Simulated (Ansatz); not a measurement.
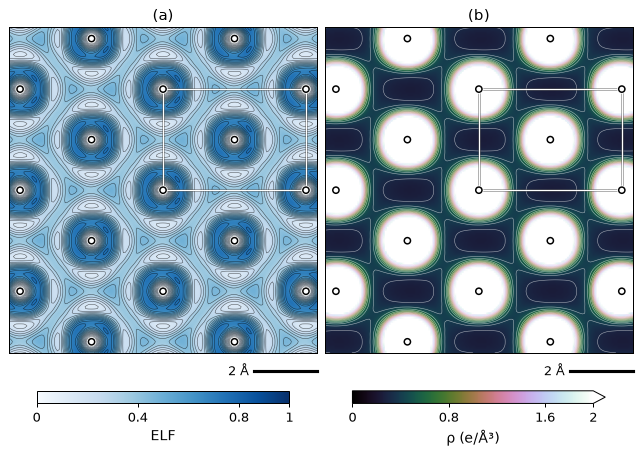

Figure. W. (a) electron localisation function; (b) valence pseudo-density on the (001) plane of the conventional cell. Circles mark the nuclei in the plane (W).

Space group C2/m; not relaxed (largest force 1.6 eV/Å).

Computed with DFT PBE, scalar-relativistic, plane waves, PAW in Ansatz.

The density is the valence pseudo-density of a PAW calculation; it isn't the true density close to the nuclei.

Input

```
crystal:
  lattice:
    - [-1.5973, 1.5973, -1.5973]
    - [-1.5973, -1.5973, 1.5973]
    - [0.0, 6.92173982, 5.85666018]
  atoms:
    - { symbol: W, position: [-0.1458625, 0.1458625, 0.875] }
    - { symbol: W, position: [0.4791625, 0.5208375, 0.125] }
    - { symbol: W, position: [-0.0625125, 0.0625125, 0.375] }
    - { symbol: W, position: [0.3958125, 0.6041875, 0.625] }
basis:
  ecutwfc: 420
kpoints:
  mp_grid: { grid: [18, 18, 5] }
hamiltonian:
  xc: pbe
scf:
  occupations: { method: gaussian, width: 0.15 }
output:
  forces: true
  stress: true
  eigenvalues: true
  write_density: true
  write_potential: true
  elf: true
  volumetric_format: npy
```

Run with:

```sh
ansatz run input.yaml --threads 2 --pin off --max-ram 5120MiB --backend cpu --events-out ev --progress --plain --runs-dir out
```

Below, planes, directions and counts refer to the conventional cell (a = 4.52 Å, b = 3.19 Å, c = 9.07 Å, α = 90.00°, β = 94.76°, γ = 90.00°).

Q: Interpret the plot.

A:
- The section cuts through W sites.
- W–W (2.77 Å): ρ is about 0.41 e/Å³ halfway; the ELF is about 0.40 at the midpoint.
- Between the atoms the lowest density in this plane is 0.25 e/Å³.
- The features right at W lie inside the PAW spheres, where the map follows smoothed inner orbitals and isn't to be read closely.

Q: Does the calculation give a band gap?

A: It is gapless in this calculation (a metal or semimetal).
